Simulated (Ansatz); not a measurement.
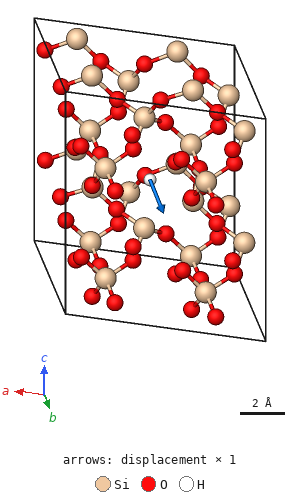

This is a relaxation of a defect cell of composition Si₂₄O₄₇H (cell charge +1). The starting structure is drawn; blue arrows show the displacements, at their true length.

Style: ball-and-stick. Shown: the cell of the calculation (origin shifted), from a free direction.

Theory: DFT, PBEsol, PAW, plane waves in Ansatz 0.2.0. (plane-wave cutoff 420 eV; k-point mesh 1 × 1 × 1; mesh shifted by (0.25, 0.25, 0.25); collinear spin; atoms relaxed in a fixed cell; force threshold 0.03 eV/Å; at most 80 steps)

Which element moves most?

Answer. Hydrogen: up to 1.77 Å, against 0.26 Å for oxygen.

Describe the change and its energy.

Answer. After 12 geometry steps the energy has fallen by 4.928 eV per cell of the calculation. Largest force component: 3.1 eV/Å at the start, 0.021 eV/Å at the end. The H atom moves most: 1.77 Å roughly along [−1 1 −2]. By element the largest moves are H 1.77 Å, O 0.26 Å, Si 0.13 Å. The lattice vectors keep their values. Near-neighbour distances that change, for instance: H–Si 2.435 → 1.649 Å, H–Si 2.344 → 1.690 Å, O–Si 1.703 → 1.616 Å, O–Si 1.575 → 1.655 Å. New bonds form, among them: H–Si (2.34 → 1.69 Å), H–Si (2.43 → 1.65 Å). Bond angles that change, for instance: Si–O–Si 143.3° → 155.3°, Si–O–Si 147.4° → 156.5°, Si–O–Si 142.0° → 149.9°. The program noted that the starting moments weren't kept. The run took 9.9 s on 1 × NVIDIA GB200 with 8 threads of Arm Neoverse-V2, peak memory 1.8 GiB.

Limits of the set-up: the cell is charged, on a uniform background, and energies carry no finite-size correction.
